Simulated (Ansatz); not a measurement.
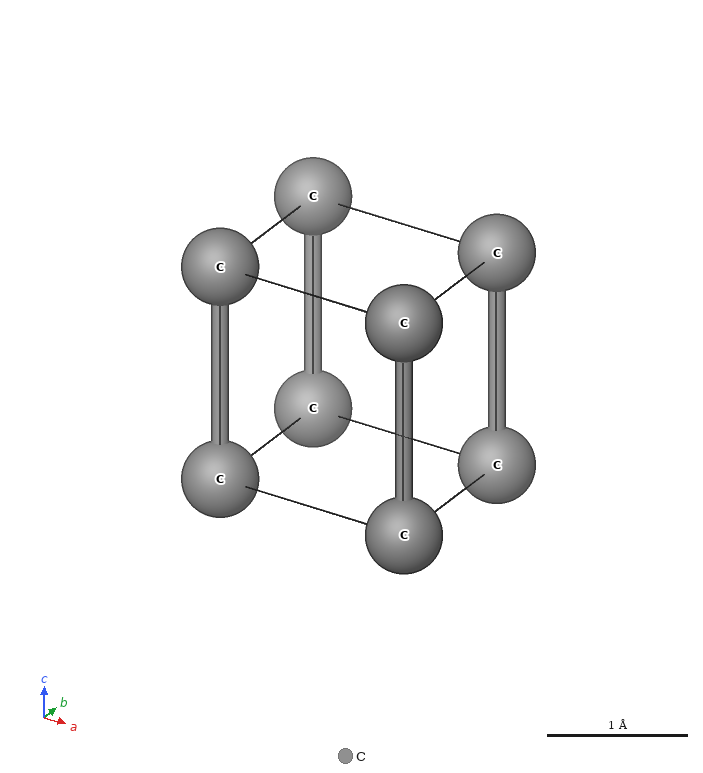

Drawn in the ball-and-stick manner and seen slightly off an axis. One conventional unit cell is outlined, and atoms on its boundary appear in each equivalent place.

The bonds drawn are C–C up to 1.76 Å (cut-off distances).

Q: How many atoms are there in one cell?

A: 1 (carbon), counting shared atoms by their share.

Q: State the lattice type.

A: Primitive hexagonal.

Q: Name the structure type.

A: Simple hexagonal.

Q: In how many dimensions do the bonds extend?

A: The bonds build C chains along [001].

The model was built from a textbook structure type filled with this element (whether it is the usual form wasn't checked). The geometry was optimised with DFT r2SCAN, scalar-relativistic, plane waves, PAW (Ansatz).
